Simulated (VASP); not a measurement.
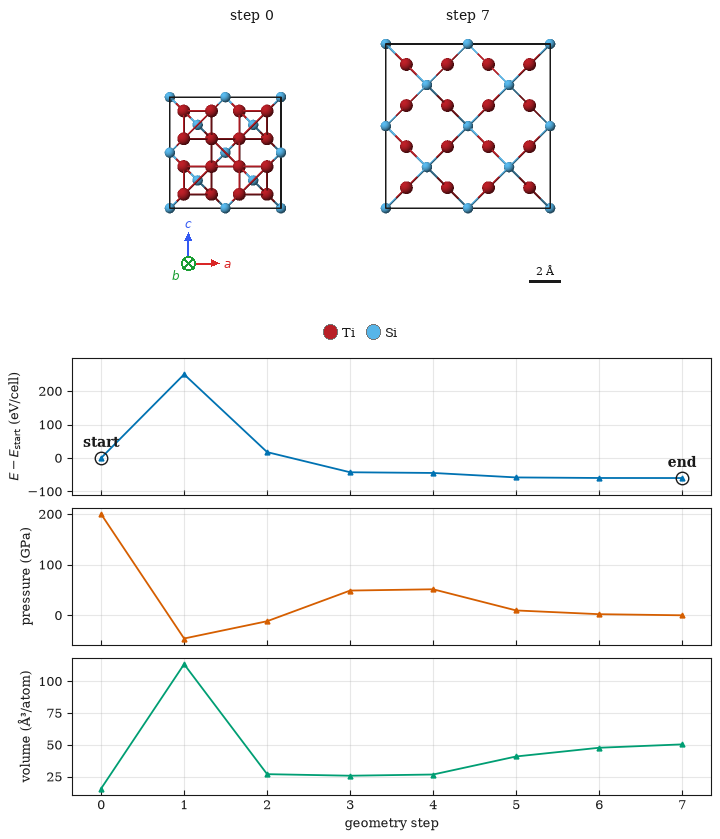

First and last geometry of a relaxation of solid Ti₂Si (a generated structure, set up in Fd-3m), with the history of the run. A ball-and-stick model of the conventional cell (4 times the calculation's cell), seen along the b axis. Lengths and directions refer to the drawn axes.

The run lets cell and atoms move.

All numbers below come from Kohn-Sham DFT of a periodic cell, PBE, VASP PAW PBE potentials, recommended (VASP 6.6.1).

Input file:
```
PREC = Normal
ENCUT = 520
EDIFF = 1E-4
ISMEAR = 0
SIGMA = 0.15
LREAL = False
LASPH = True
NELM = 60
ALGO = Fast
ISIF = 3
LWAVE = False
LCHARG = False
GGA = PE
IBRION = 2
NSW = 24
EDIFFG = -0.08
```

Launched with:
```bash
cat potpaw_PBE.64/Ti_sv/POTCAR potpaw_PBE.64/Si/POTCAR > POTCAR
mpirun -np 1 vasp_std > vasp.out
```

Read the history and describe the run.

Answer. The relaxation stopped without meeting its thresholds, so the last structure isn't shown to be converged. No atom moves by more than 0.005 Å relative to the cell. Cell: a = b = c 7.204 → 10.651 Å (+47.8 %). Volume +223.2 %. Near-neighbour distances that change, for instance: Ti–Ti 2.547 → 3.766 Å, Si–Ti 1.560 → 2.306 Å. Bonds break: Ti–Ti (2.55 → 3.77 Å). The space group stays Fd-3m (No. 227). Over 7 geometry steps the energy falls by 59.876 eV per cell of the calculation. All forces vanish by symmetry, so only the cell relaxes. Pressure: 199.93 GPa at the start and −0.01 GPa at the end. At step 1 the optimiser overshot: the energy rose above the start, and later steps came back. The volume changes by over a tenth within one run on a fixed set of plane waves, so the end point should be relaxed again from the new cell.
